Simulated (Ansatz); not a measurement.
**C: a changed input and its effect**

System: C (8 atoms in the cell).
Method of run 1: DFT LDA, scalar-relativistic, plane waves, PAW, PAW set soft_1, no spin polarisation (Ansatz 0.2.0).

The structure derives from an entry of the Crystallography Open Database. Text and figures count atoms from 1; the logs count them from 0 in places.

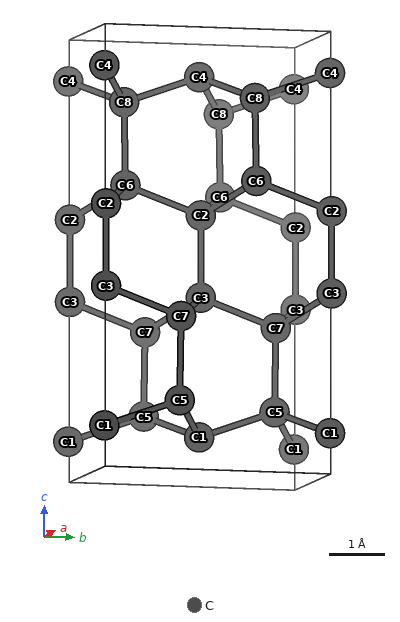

The structure as given in the input (ball-and-stick view of the cell 2 times as large as that of the calculation, set on its symmetry axes, seen at an oblique angle; atoms are numbered from 1 in the order of the input). An atom can appear more than once, as a periodic image.

Input file, run 1:
```yaml
crystal:
  lattice:
    - [2.4896249417, 0.0, 0.0]
    - [-1.2448124708, 2.1560784454, 0.0]
    - [0.0, 0.0, 8.2142660865]
  atoms:
    - { symbol: C, position: [-0.0228950148, 0.0, 0.0929365318] }
    - { symbol: C, position: [0.0228950148, 0.0, 0.5929365318] }
    - { symbol: C, position: [0.0228950148, 0.0, 0.4070634682] }
    - { symbol: C, position: [-0.0228950148, 0.0, 0.9070634682] }
    - { symbol: C, position: [0.3143640941, 0.6666666667, 0.155544364] }
    - { symbol: C, position: [0.6856359059, 0.3333333333, 0.655544364] }
    - { symbol: C, position: [0.3523025726, 0.6666666667, 0.344455636] }
    - { symbol: C, position: [0.6476974274, 0.3333333333, 0.844455636] }
basis:
  ecutwfc: 520.0
kpoints:
  mp_grid: { grid: [12, 12, 4] }
hamiltonian:
  xc: lda
  pseudopotentials: { kind: paw, azcp: { folder: soft_1 } }
scf:
  occupations: { method: gaussian, width: 0.05 }
output:
  forces: true
  stress: true
  eigenvalues: true
```

Launched with:
```bash
ansatz run input.yaml --threads 2 --pin off --max-ram 4096MiB --backend cpu --events-out ev --progress --plain --runs-dir out
```

Hardware: 2 threads of Arm Neoverse N1, 98 GiB of memory available, shared host.

Output, shortened to warnings, some set-up lines, iterations and results (run 1):
```
Warning: [file] the record states the generating functional pbe (its physics header spells it `PBE`), which answers neither for hamiltonian.xc's functional nor for the lda family's — results may be inconsistent (PPs are generated against a specific XC)
Basis set: ecut = 520 eV, 1195 PW (Γ)
Symmetry: 4 space group operations
k-points: 129 of 576 (time reversal used)
Initial density: superposition of atomic densities (chi_scale 0.1, normalization cell)
[...]
SCF iter   1: F=—  HF=-1946.738465 eV  |F-HF|=—  |Δ(HF+E_count)|=         —  Δρ=1.46e-1  dr2=6.72e0  ethr=3.10e-3  ⟨swp⟩=5.9  Hψ=14505  notcnv=0  defer=3
SCF iter   2: F=—  HF=-1944.190171 eV  |F-HF|=—  |Δ(HF+E_count)|=    2.55e0  Δρ=5.76e-2  dr2=9.49e-1  ethr=3.10e-3  ⟨swp⟩=3.0  Hψ=7568  notcnv=0  defer=296
SCF iter   3: F=—  HF=-1943.832168 eV  |F-HF|=—  |Δ(HF+E_count)|=   3.58e-1  Δρ=4.90e-3  dr2=3.34e-3  ethr=2.97e-3  ⟨swp⟩=2.1  Hψ=5446  notcnv=0  defer=296
SCF iter   4: F=—  HF=-1943.832782 eV  |F-HF|=—  |Δ(HF+E_count)|=   6.14e-4  Δρ=5.84e-4  dr2=3.34e-4  ethr=1.04e-5  ⟨swp⟩=2.4  Hψ=5047  notcnv=0  defer=167
SCF iter   5: F=—  HF=-1943.832686 eV  |F-HF|=—  |Δ(HF+E_count)|=   9.57e-5  Δρ=1.20e-4  dr2=2.98e-6  ethr=1.04e-6  ⟨swp⟩=2.0  Hψ=4108  notcnv=0  defer=167
SCF iter   6: F=—  HF=-1943.832687 eV  |F-HF|=—  |Δ(HF+E_count)|=   1.01e-6  Δρ=3.97e-5  dr2=1.52e-7  ethr=3.13e-10  ⟨swp⟩=11.4  Hψ=16281  notcnv=0
SCF iter   7: F=-1943.832687 eV  HF=-1943.832687 eV  |F-HF|=9.02e-9  |Δ(HF+E_count)|=   8.75e-8  Δρ=6.24e-6  dr2=1.29e-8  ethr=3.13e-10  ⟨swp⟩=4.0  Hψ=8533  notcnv=0
SCF 1 converged in 7 iterations: F = -1943.832687 eV  dr2 = 1.29e-8
SCF converged after 7 iterations
Free energy (F): -1943.832687 eV
Harris-Foulkes:  -1943.832687 eV  (|F-HF|=9.02e-9)
Internal energy: -1943.832687 eV  (E = F + TS)
E sigma→0 (E₀):  -1943.832687 eV
Fermi energy:    16.046416 eV
--- Per-component energies (eV) ---
  E_band       = 144.918840
  E_kinetic    = 725.771376
  E_local      = -441.152700  (includes V_loc(G=0)·N_el)
  E_nonlocal   = 192.534456
  E_hartree    = 104.137415
  E_xc         = -380.687535
  E_vxc        = -471.509859  (∫ρ·V_xc dr)
  E_paw        = -740.596086  (= ΣΔE_a)
  E_vpaw       = -68.999148  (= ΣTr[D̂ρ^β])
  E_aug_tail   = 0.000008  (compensation charges beyond the density's cutoff)
  E_ewald      = -1404.342282
  E_core_change = 0.502660  (= ΣΔE_core)
  E_smearing   = -0.000000  (= −TS)
  E_closure    = -0.000000  (closes the sum)
  Σ components = -1943.832687   (vs F -1943.832687, Δ=0.00e0)
--- Forces (eV/Å), atoms counted from 1 ---
  atom   1  C      0.39082127     0.00992520     0.00213903
  atom   2  C     -0.39082127    -0.00992520     0.00213903
  atom   3  C     -0.39082127     0.00992520    -0.00213903
  atom   4  C      0.39082127    -0.00992520    -0.00213903
  atom   5  C      0.32454582    -0.01350285     0.00937032
  atom   6  C     -0.32454582     0.01350285     0.00937032
  atom   7  C     -0.32454582    -0.01350285    -0.00937032
  atom   8  C      0.32454582     0.01350285    -0.00937032
  max |Σ_I F_I| component: 5.55e-17 eV/Å
--- Stress (GPa, compression-positive) ---
       -0.241522       0.000000       0.000000
        0.000000       0.201761      -0.000000
        0.000000      -0.000000       0.078798
  P = ⅓ Tr σ = 0.0130 GPa (0.130 kbar)
```

For run 2 the input was changed thus:
```diff
-    - { symbol: C, position: [-0.0228950148, 0.0, 0.0929365318] }
-    - { symbol: C, position: [0.0228950148, 0.0, 0.5929365318] }
-    - { symbol: C, position: [0.0228950148, 0.0, 0.4070634682] }
-    - { symbol: C, position: [-0.0228950148, 0.0, 0.9070634682] }
-    - { symbol: C, position: [0.3143640941, 0.6666666667, 0.155544364] }
-    - { symbol: C, position: [0.6856359059, 0.3333333333, 0.655544364] }
-    - { symbol: C, position: [0.3523025726, 0.6666666667, 0.344455636] }
-    - { symbol: C, position: [0.6476974274, 0.3333333333, 0.844455636] }
+    - { symbol: C, position: [-0.0722269157, -0.0528737719, 0.0929365318] }
+    - { symbol: C, position: [0.0722269157, 0.0528737719, 0.5929365318] }
+    - { symbol: C, position: [0.0722269157, 0.0528737719, 0.4070634682] }
+    - { symbol: C, position: [-0.0722269157, -0.0528737719, 0.9070634682] }
+    - { symbol: C, position: [0.2734910641, 0.6228590851, 0.155544364] }
+    - { symbol: C, position: [0.7265089359, 0.3771409149, 0.655544364] }
+    - { symbol: C, position: [0.3931756026, 0.7104742482, 0.344455636] }
+    - { symbol: C, position: [0.6068243974, 0.2895257518, 0.844455636] }
```

How does run 2 compare with run 1?

With the same functional and potentials, run 2 lies 66.0 meV per atom higher. The gap on the mesh goes from 4.60 to 4.47 eV. The pressure goes from 0.01 to 0.20 GPa. The largest force goes from 0.391 to 1.169 eV/Å. The number of SCF iterations is the same. The irreducible k-points go from 129 to 222. On the same kind of shared host run 2 took about 1.8 times as long.

Output, shortened to warnings, some set-up lines, iterations and results (run 2):
```
Warning: [file] the record states the generating functional pbe (its physics header spells it `PBE`), which answers neither for hamiltonian.xc's functional nor for the lda family's — results may be inconsistent (PPs are generated against a specific XC)
Basis set: ecut = 520 eV, 1195 PW (Γ)
Symmetry: 2 space group operations
k-points: 222 of 576 (time reversal used)
Initial density: superposition of atomic densities (chi_scale 0.1, normalization cell)
[...]
SCF iter   1: F=—  HF=-1946.168124 eV  |F-HF|=—  |Δ(HF+E_count)|=         —  Δρ=1.46e-1  dr2=6.64e0  ethr=3.10e-3  ⟨swp⟩=6.0  Hψ=25048  notcnv=0  defer=6
SCF iter   2: F=—  HF=-1943.657148 eV  |F-HF|=—  |Δ(HF+E_count)|=    2.51e0  Δρ=5.74e-2  dr2=9.39e-1  ethr=3.10e-3  ⟨swp⟩=2.9  Hψ=13025  notcnv=0  defer=510
SCF iter   3: F=—  HF=-1943.304498 eV  |F-HF|=—  |Δ(HF+E_count)|=   3.53e-1  Δρ=4.91e-3  dr2=3.54e-3  ethr=2.93e-3  ⟨swp⟩=2.0  Hψ=9360  notcnv=0  defer=510
SCF iter   4: F=—  HF=-1943.305224 eV  |F-HF|=—  |Δ(HF+E_count)|=   7.25e-4  Δρ=8.22e-4  dr2=6.84e-4  ethr=1.11e-5  ⟨swp⟩=2.1  Hψ=8543  notcnv=0  defer=288
SCF iter   5: F=—  HF=-1943.305025 eV  |F-HF|=—  |Δ(HF+E_count)|=   1.98e-4  Δρ=1.30e-4  dr2=3.18e-6  ethr=2.14e-6  ⟨swp⟩=2.0  Hψ=7056  notcnv=0  defer=288
SCF iter   6: F=—  HF=-1943.305029 eV  |F-HF|=—  |Δ(HF+E_count)|=   3.20e-6  Δρ=4.24e-5  dr2=1.76e-7  ethr=3.13e-10  ⟨swp⟩=11.8  Hψ=29064  notcnv=0
SCF iter   7: F=-1943.305029 eV  HF=-1943.305029 eV  |F-HF|=6.96e-9  |Δ(HF+E_count)|=   8.39e-8  Δρ=5.75e-6  dr2=1.02e-8  ethr=3.13e-10  ⟨swp⟩=4.0  Hψ=14808  notcnv=0
SCF 1 converged in 7 iterations: F = -1943.305029 eV  dr2 = 1.02e-8
SCF converged after 7 iterations
Free energy (F): -1943.305029 eV
Harris-Foulkes:  -1943.305029 eV  (|F-HF|=6.96e-9)
Internal energy: -1943.305029 eV  (E = F + TS)
E sigma→0 (E₀):  -1943.305029 eV
Fermi energy:    15.995541 eV
--- Per-component energies (eV) ---
  E_band       = 145.715877
  E_kinetic    = 725.245226
  E_local      = -438.231138  (includes V_loc(G=0)·N_el)
  E_nonlocal   = 192.610161
  E_hartree    = 103.144883
  E_xc         = -380.530583
  E_vxc        = -471.304786  (∫ρ·V_xc dr)
  E_paw        = -740.501909  (= ΣΔE_a)
  E_vpaw       = -68.893278  (= ΣTr[D̂ρ^β])
  E_aug_tail   = 0.000006  (compensation charges beyond the density's cutoff)
  E_ewald      = -1405.544334
  E_core_change = 0.502660  (= ΣΔE_core)
  E_smearing   = -0.000000  (= −TS)
  E_closure    = -0.000000  (closes the sum)
  Σ components = -1943.305029   (vs F -1943.305029, Δ=0.00e0)
--- Forces (eV/Å), atoms counted from 1 ---
  atom   1  C      0.86362099     0.78803758     0.00809793
  atom   2  C     -0.86362099    -0.78803758     0.00809793
  atom   3  C     -0.71127928    -0.78705497    -0.01358693
  atom   4  C      0.71127928     0.78705497    -0.01358693
  atom   5  C      0.54254100     0.64785925     0.04886721
  atom   6  C     -0.54254100    -0.64785925     0.04886721
  atom   7  C     -0.75278892    -0.64808367    -0.04337871
  atom   8  C      0.75278892     0.64808367    -0.04337871
  max |Σ_I F_I| component: 9.90e-7 eV/Å
--- Stress (GPa, compression-positive) ---
       -0.346317      -1.744209       0.000000
       -1.744209      -0.288232       0.000000
        0.000000       0.000000       1.231983
  P = ⅓ Tr σ = 0.1991 GPa (1.991 kbar)
```

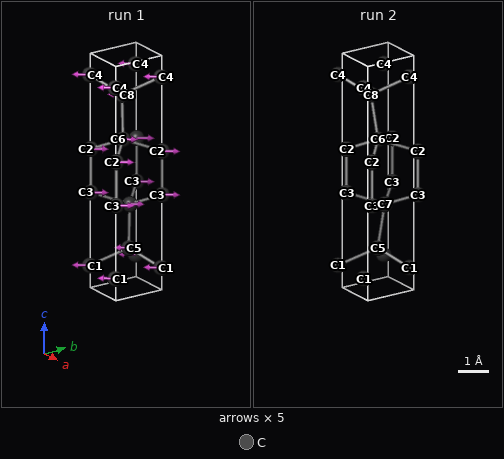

The two input geometries at one scale (ball-and-stick view of the cell of the calculation, seen slightly off an axis). The pink arrows on the first give the shifts of the atoms relative to the cell, with their mean removed, magnified 5 times. The largest moves, 0.13 Å, are those of C1, C2, C3 and C4. (The mean shift of all atoms is removed.) The lattice vectors keep their values. Among the contacts that change: C5–C7 1.555 → 1.575 Å, C1–C5 1.527 → 1.545 Å, C3–C7 1.527 → 1.508 Å.

The two runs side by side:

```tsv
quantity	run 1	run 2
outcome	converged	converged
free energy per atom (eV)	−242.9791	−242.9131
gap on the mesh (eV)	4.60	4.47
pressure (GPa)	0.01	0.20
largest force (eV/Å)	0.391	1.169
SCF iterations	7	7
irreducible k-points	129	222
plane waves at Γ	1195	1195
wall time (shared host)	17 s	31 s
```

For both runs: Warnings: the PAW datasets were made with another functional.
